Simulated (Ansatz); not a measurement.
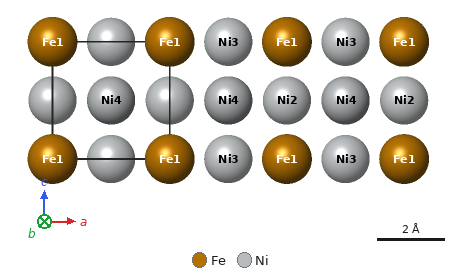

Crystalline FeNi3 (set up in Pm-3m), before the relaxation. Style: spheres-only. Shown: the cell of the calculation, repeated 3 × 1 × 1 with one cell outlined, along the b axis.

Method: DFT PBE, scalar-relativistic, plane waves, PAW in Ansatz.

Input file:
```yaml
crystal:
  lattice:
    - [3.5104168167, 0.0, 0.0]
    - [0.0, 3.5104168167, 0.0]
    - [0.0, 0.0, 3.5104168167]
  atoms:
    - { symbol: Fe, position: [0.0, 0.0, 0.0], spin: 3.18 }
    - { symbol: Ni, position: [0.0, 0.5, 0.5], spin: 0.78 }
    - { symbol: Ni, position: [0.5, 0.5, 0.0], spin: 0.78 }
    - { symbol: Ni, position: [0.5, 0.0, 0.5], spin: 0.78 }
basis:
  ecutwfc: 420
kpoints:
  mp_grid: { grid: [12, 12, 12] }
hamiltonian:
  xc: pbe
scf:
  occupations: { method: gaussian, width: 0.1 }
output:
  forces: true
  stress: true
  eigenvalues: true
  populations: true
magnetization:
  spin_polarized: true
relax:
  adjacent_minimum: "off"
  f_tol: 0.005
  max_steps: 80
  cell: { stress_tol: 0.05 }
```

Command:
```bash
ansatz run input.yaml --threads 1 --pin off --max-ram 2560MiB --backend cpu --events-out ev --progress --plain --runs-dir out
```

What does the optimiser find from here?

Answer. The energy falls by 5.6 meV per atom in 3 accepted moves (4 points after the start). All forces vanish by symmetry, so only the cell relaxes. Pressure: 5.97 GPa at the start and 0.00 GPa at the end. At 1 point the geometry stayed and the basis and grid were re-selected for the new cell (energy shift of 0.1 meV per atom at most each time). The atoms keep their places relative to the cell (all moves are under 0.005 Å). The volume changes by +2.9 %, with a = b = c 3.510 → 3.544 Å (+0.9 %). Near-neighbour distances that change, for instance: Ni2–Ni3 2.482 → 2.506 Å, Fe1–Ni2 2.482 → 2.506 Å. The space group stays Pm-3m (No. 221).

The end point in the same view:

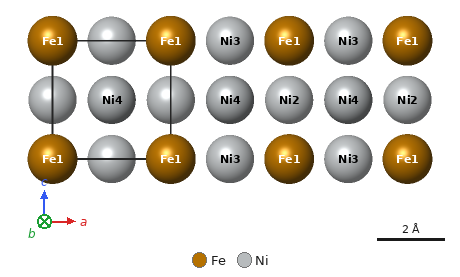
